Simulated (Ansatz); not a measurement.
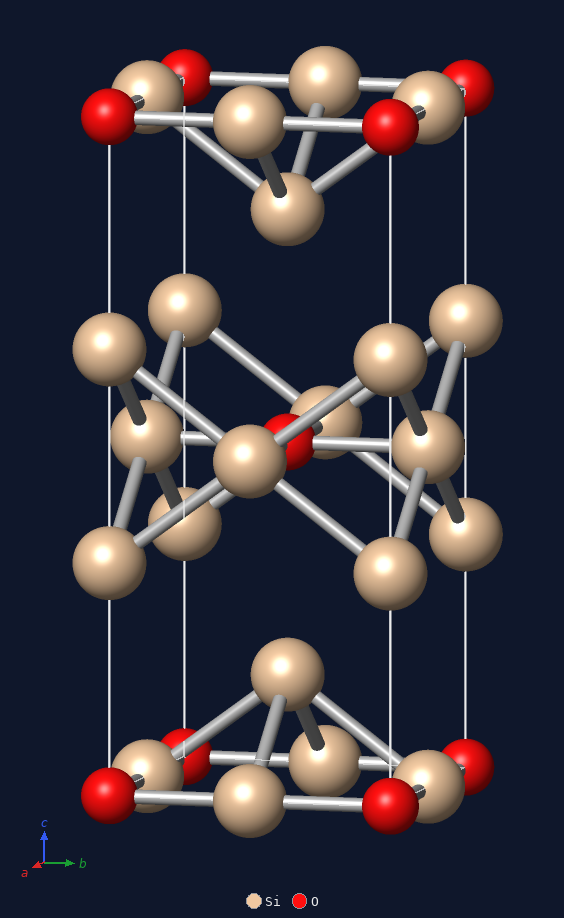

Crystal structure, ball-and-stick style, seen slightly off an axis. The frame is the conventional unit cell; atoms at its boundary are shown with their periodic copies. Cell: a = 4.00 Å, b = 4.00 Å, c = 9.43 Å, α = 90.00°, β = 90.00°, γ = 90.00°.

The structure comes from a structure type filled with these elements by a generator (whether the compound takes this form wasn't checked). Earlier steps of the study, as a rule a relaxation of our own, may have changed the cell and positions, so they can lie some per cent off the listed ones. A calculation with Ansatz used it as input.

Question: Summary of the structure:

Answer: The structure is one of Si4O. Symmetry: I4/mmm (No. 139), body-centred tetragonal lattice. The cell has 10 atoms, namely 8 Si, 2 O. The coordination, counted out to bonding distance, is Si 4 to 6 (mean 5.0) and O 4.

All computed values are from DFT PBE, scalar-relativistic, plane waves, PAW (Ansatz 0.2.0). Settings: plane waves up to 420 eV, k-points about 0.16 Å⁻¹ apart, Gaussian smearing of 0.1 eV, no spin polarisation.

Question: What is the electronic character?

Answer: A metal: bands cross the Fermi level.

Question: What charge does Bader's analysis assign to each element?

Answer: Si +0.05 to +0.76 e; O -1.62 e.

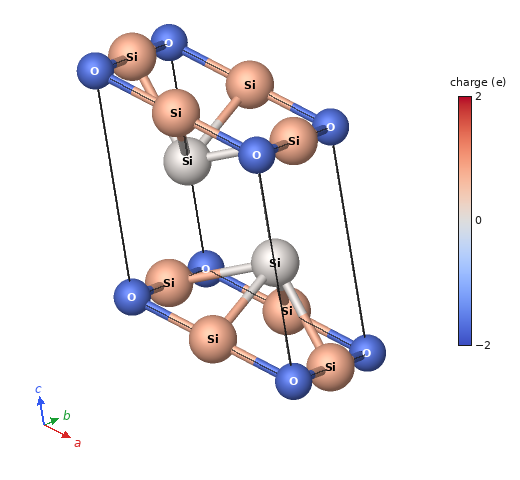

The atoms coloured by those charges. The run's cell of 5 atoms is drawn in a reduced setting, so axes and origin can differ from the first picture.

Question: Is the structure in equilibrium?

Answer: Yes. All forces vanish to within 0.01 eV/Å. The pressure is 0.0 GPa, close to zero.
